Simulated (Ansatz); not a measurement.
System: Al$_{6}$N.

The calculation's input:

```
crystal:
  lattice:
    - [2.9234352501, 0.0, 0.0]
    - [-1.4617176251, 2.5317691929, 0.0]
    - [0.0, 0.0, 27.306373632]
  atoms:
    - { symbol: Al, position: [0.6666666667, 0.3333333333, 0.6755543418] }
    - { symbol: Al, position: [0.0, 0.0, 0.7560071642] }
    - { symbol: Al, position: [0.3333333333, 0.6666666667, 0.8371519424] }
    - { symbol: Al, position: [0.3333333333, 0.6666666667, 0.5945210474] }
    - { symbol: Al, position: [0.3333333333, 0.6666666667, 0.0907639322] }
    - { symbol: Al, position: [0.6666666667, 0.3333333333, 0.1854123298] }
    - { symbol: Al, position: [0.0, 0.0, -0.0026806923] }
    - { symbol: Al, position: [0.0, 0.0, 0.2716850201] }
    - { symbol: Al, position: [0.6666666667, 0.3333333333, 0.9183130479] }
    - { symbol: Al, position: [0.6666666667, 0.3333333333, 0.4322786451] }
    - { symbol: Al, position: [0.0, 0.0, 0.5135912815] }
    - { symbol: Al, position: [0.3333333333, 0.6666666667, 0.3512891777] }
    - { symbol: "N", position: [0.0, 0.0, 0.0657353932] }
    - { symbol: "N", position: [0.3333333333, 0.6666666667, 0.1586773685] }
basis:
  ecutwfc: 420
kpoints:
  mp_grid: { grid: [12, 12, 2] }
hamiltonian:
  xc: pbe
scf:
  occupations: { method: gaussian, width: 0.1 }
output:
  forces: true
  stress: true
  eigenvalues: true
  write_density: true
  write_potential: true
  elf: true
  volumetric_format: npy
relax:
  adjacent_minimum: "off"
  f_tol: 0.01
  max_steps: 30
  cell: { stress_tol: 0.1, fix: [volume] }
```

Command:

```sh
ansatz run input.yaml --threads 1 --pin off --max-ram 2560MiB --backend cpu --events-out ev --progress --plain --runs-dir out
```

Below, planes, directions and counts refer to the conventional cell (a = 2.92 Å, b = 2.92 Å, c = 27.32 Å, α = 90.00°, β = 90.00°, γ = 120.00°).

The fields are those of the relaxed geometry.

Space group P3m1; a generated structure, not necessarily the stable one; changed on purpose from its base cell (volume × 0.94, shape and atoms relaxed); computed pressure about 6 GPa in this cell.

All numbers below come from DFT PBE, scalar-relativistic, plane waves, PAW (Ansatz 0.2.0).

Q: What can the converged valence pseudo-density and electron localisation function tell about the bonding?

A: Al–N (1.87 Å): ρ at the midpoint is about 0.69 e/Å³; the ELF peaks at about 0.85 in the valence shell of N, 0.9 Å from its nucleus, and is about 0.85 at the midpoint.

Q: Metal or insulator at this level of theory?

A: It is metallic or semimetallic at this level of theory: no gap opens.

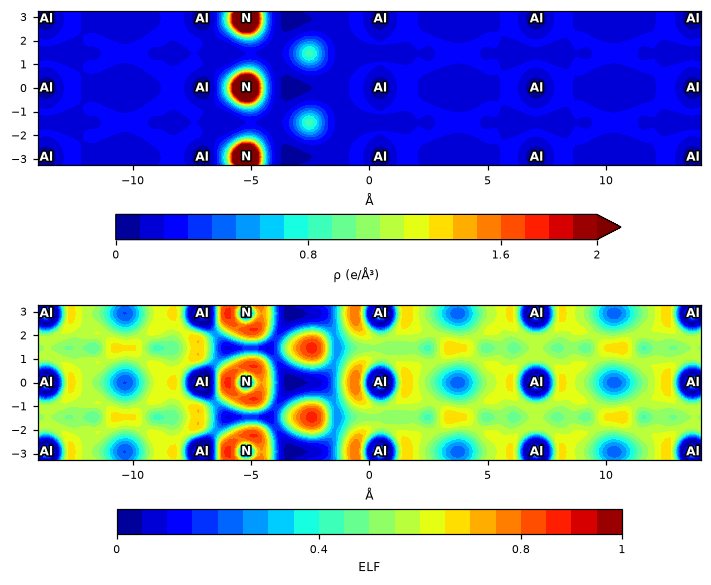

Computed valence pseudo-density and electron localisation function on the (11̄0) plane of the conventional cell, in this order. Atoms just off the plane (Al, 0.8 Å away and N, 0.8 Å away) can leave unmarked features too.
